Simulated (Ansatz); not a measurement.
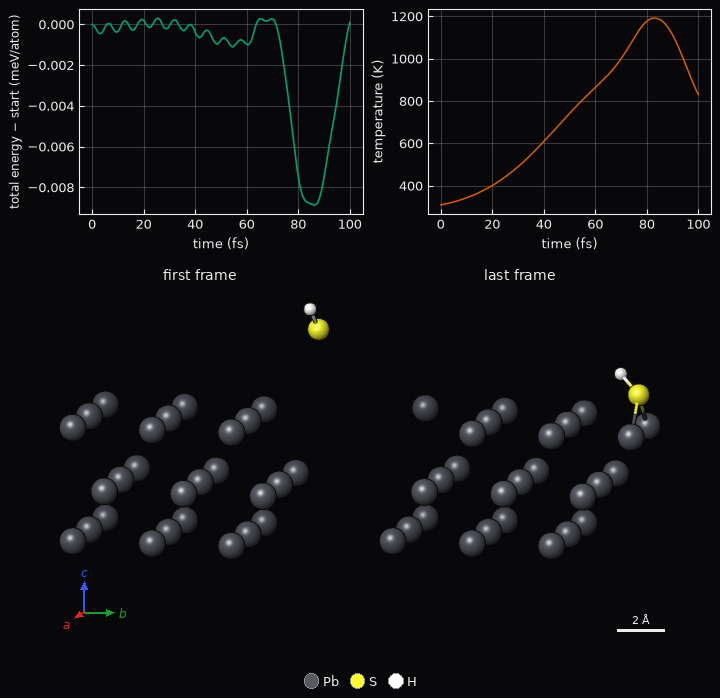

A Born-Oppenheimer molecular dynamics run of SH on Pb(100) (29 atoms in the cell), 100 fs long. A ball-and-stick model of the simulation cell, with the vacuum cut short, seen slightly off an axis. Bonds to atoms that aren't drawn are left out.

Method: DFT PBE, scalar-relativistic, plane waves, PAW (Ansatz 0.2.0). Run with plane-wave cutoff 420 eV; k-point mesh 1 × 1 × 1; Fermi-Dirac smearing 0.1 eV; low-accuracy preset; 9 atoms held fixed; constant energy (NVE); time step 0.5 fs; at the start 2 atoms move with typed velocities and the others are at rest.

Question: How well is the energy conserved, and can the run be trusted?

Answer: The total energy stays between −0.0089 and 0.00031 meV per atom of its start. A straight-line fit has a slope that amounts to −0.0062 meV per atom over 100 fs (under 0.1 % of the mean kinetic energy), its mean offset in the second half is under 0.1 %, and the ripple about the line is under 0.1 % of the kinetic energy's fluctuation. With a drift under 2 % and a ripple under 7 %, the integration is accurate. The atoms start at rest, so the thermostat has only the motion that the forces set off to work on. Over the second half the temperature averages 992 K (spread ±139 K). It is well above the start because potential energy is released as heat. The potential energy is still drifting at the end, so the run hasn't reached equilibrium. The potential energy in the second half lies on average 60.8 meV per atom below the first frame.

Limits of the set-up: the cell has an odd number of electrons but was run without spin polarisation; the program's low-accuracy preset was used.
